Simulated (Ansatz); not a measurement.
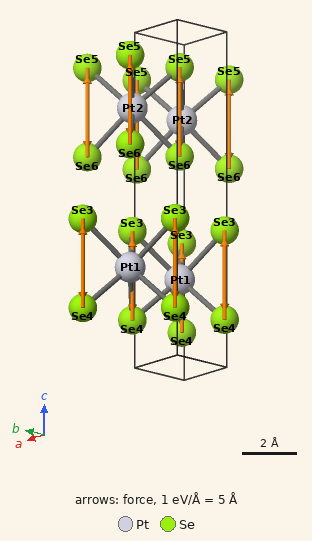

Starting geometry of solid PtSe$_{2}$ (built on the 2H (MoS2) bulk type) with the computed forces as orange arrows. The picture is a ball-and-stick view of the cell of the calculation, repeated 1 × 2 × 1 with one cell outlined, seen from a free direction.

The calculation used DFT, PBE-D3(BJ), plane waves, PAW (Ansatz). Set-up: plane-wave cutoff 420 eV; k-point mesh 12 × 12 × 2; occupations fermi dirac; smearing width 0.02 eV; no spin polarisation; cell and atoms relaxed; force threshold 0.005 eV/Å.

> Is this structure relaxed? If not, where do the atoms go?

It isn't relaxed: the largest force vector, on Se atoms, is 0.62 eV/Å. Measured relative to the changing cell, the final displacements run against the starting forces (cosine between the two patterns −1.00). The energy falls by 0.562 eV per cell of the calculation in 5 accepted moves (6 points after the start). The largest force component goes from 0.62 to 0.0031 eV/Å. Pressure: −4.39 GPa at the start and −0.02 GPa at the end. The SCF was repeated once at an unchanged geometry on a basis and grid sized afresh for the cell, which shifted the energy by 1.9 meV per cell of the calculation at most. The largest moves relative to the cell, 0.050 Å, are those of Se3, Se4, Se5 and Se6. Se4 goes along −c. Pt stays in place. The drawn cell changes as follows: a = b 3.446 → 3.581 Å (+3.9 %), c 12.669 → 10.995 Å (−13.2 %); the volume changes by −6.2 %. Among the contacts that change: Se3–Se6 3.575 → 3.228 Å, Se3–Se4 3.364 → 3.019 Å, Pt1–Se3 2.605 → 2.560 Å. Among the angles between lasting bonds that change: Se3–Pt1–Se4 80.4° → 72.3°, Pt1–Se3–Pt1 82.8° → 88.8°, Se3–Pt1–Se3 82.8° → 88.8°. The space group stays P6_3/mmc (No. 194).
